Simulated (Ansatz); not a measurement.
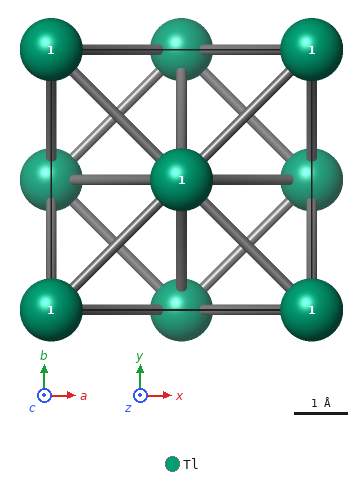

A crystal of Tl (Fm-3m): the cell is strained along y alone, with the atoms kept at their fractional coordinates. x, y and z are the Cartesian axes of the input. The picture shows the reference cell. A ball-and-stick model of the conventional cell (4 times the calculation's cell), seen along the c axis. Lengths and directions refer to the drawn axes.

These are results of DFT LDA, scalar-relativistic, plane waves, PAW (Ansatz 0.2.0), not measurements. Settings: plane-wave cutoff 420 eV; k-point mesh 16 × 16 × 16; occupations gaussian; smearing width 0.15 eV; no spin polarisation. Energies (free energies at the smearing named) are counted from the cell as listed in its source, which wasn't relaxed.

The input:
```yaml
crystal:
  lattice:
    - [0.0, 2.466341233, 2.466341233]
    - [2.466341233, 0.0, 2.466341233]
    - [2.466341233, 2.466341233, 0.0]
  atoms:
    - { symbol: Tl, position: [0.0, 0.0, 0.0] }
basis:
  ecutwfc: 420
kpoints:
  mp_grid: { grid: [16, 16, 16] }
hamiltonian:
  xc: lda
scf:
  occupations: { method: gaussian, width: 0.15 }
output:
  forces: true
  stress: true
  eigenvalues: true
```

Command:
```bash
ansatz run input.yaml --threads 1 --pin off --max-ram 1228MiB --backend cpu --events-out ev --progress --plain --runs-dir out
```

**Give the energy at each point (the strain: −0.040, −0.030, −0.020, −0.010, 0.000, 0.010, 0.020, 0.030, 0.035, 0.040).**

```csv
strain,ΔE (meV/atom)
−0.040,−21.5
−0.030,−17.2
−0.020,−12.1
−0.010,−6.3
0.000,0.0
0.010,6.7
0.020,13.6
0.030,20.7
0.035,24.3
0.040,28.1
```

Of the computed points the lowest is at the strain −0.04, −21.5 meV/atom. The energy is still falling at the end of the range, so the minimum along this coordinate lies there or beyond. The end points stand at −21.5 meV/atom (−0.04) and 28.1 meV/atom (0.04). The unrelaxed reference is under a pressure of −3.5 GPa, which tilts the curve. The distortion takes the space group from Fm-3m to I4/mmm. At the strain −0.04 the cell of the drawing goes b 4.933 → 4.735 Å.

The computed profile:

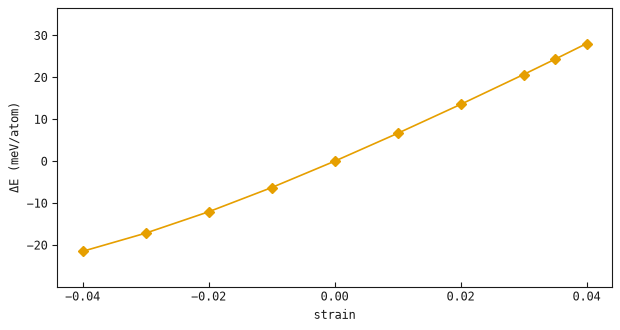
